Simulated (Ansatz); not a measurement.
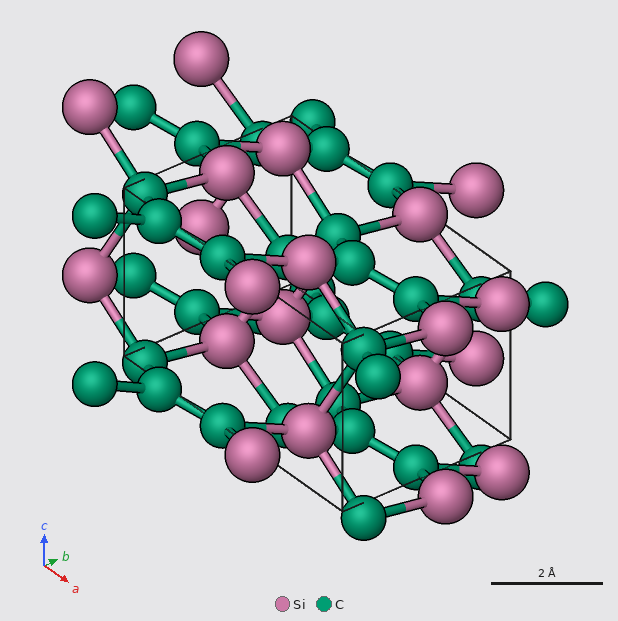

We look at a ball-and-stick model of the crystal slightly off an axis. One conventional unit cell is framed, with atoms on its boundary repeated. Atoms of adjacent cells appear where they bond to atoms in the box.

Give a description of the structure.

- The structure is one of SiC$_{2}$.
- It belongs to space group Cm (No. 8) and has a base-centred monoclinic lattice.
- Cell content: 4 Si, 8 C, that is 4 formula units.
- Each Si atom is coordinated by four C in a distorted tetrahedral arrangement at about 1.9 Å. C takes three kinds of site: 2a with three C in a distorted trigonal planar arrangement at about 1.4 to 1.5 Å; 4b with three Si and one C in a distorted tetrahedral arrangement (about 1.9 Å to Si, 1.5 Å to C); 2a with two Si and one C (about 1.9 Å to Si, 1.4 Å to C).
- The bonds build a three-dimensional framework.

The structure comes from a structure listed in the Materials Project, with elements exchanged, so it need not be a known form of the compound. A relaxation with Ansatz 0.2.0, DFT PBE+D3(BJ), scalar-relativistic, plane waves, PAW gave the geometry drawn.
